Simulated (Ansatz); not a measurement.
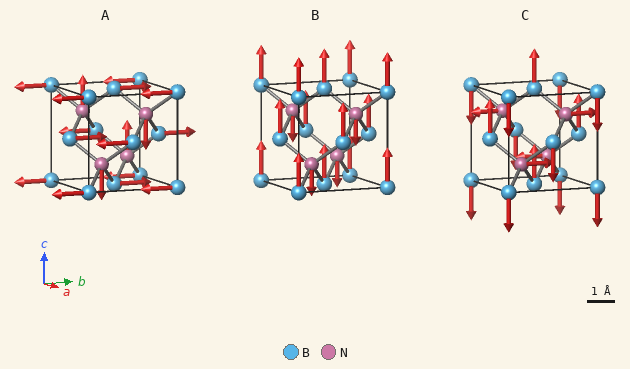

Three modes of crystalline BN at the zone centre of a doubled cell, in no order (one member of each degenerate set). Displacements are drawn as red arrows; their common scale and sign are arbitrary. Style: ball-and-stick. Shown: the conventional cell (2 times the calculation's cell), slightly off an axis. Lengths and directions refer to the drawn axes.

Theory: DFT PBE, scalar-relativistic, plane waves, PAW (Ansatz 0.2.0). Settings: plane-wave cutoff 420 eV; k-point mesh 10 × 10 × 6; occupations gaussian; smearing width 0.05 eV; no spin polarisation.

Frequencies are those without the non-analytic (LO–TO) term.

Question: Rank the modes by frequency, softest first.

Answer: A (695 cm⁻¹), C (885 cm⁻¹), B (1027 cm⁻¹). A, doubly degenerate: Atoms of one kind move against one another, with no net shift of any sublattice; it mainly bends the B–N bonds; the kinetic energy is shared as N 51 %, B 49 %. C, doubly degenerate: Atoms of one kind move against one another, with no net shift of any sublattice; of the bonds it mainly stretches B–N, some lengthening while others shorten; the kinetic energy is shared as B 51 %, N 49 %. B, triply degenerate: The B sublattice moves against the N sublattice, along c; the kinetic energy is shared as B 56 %, N 44 %.
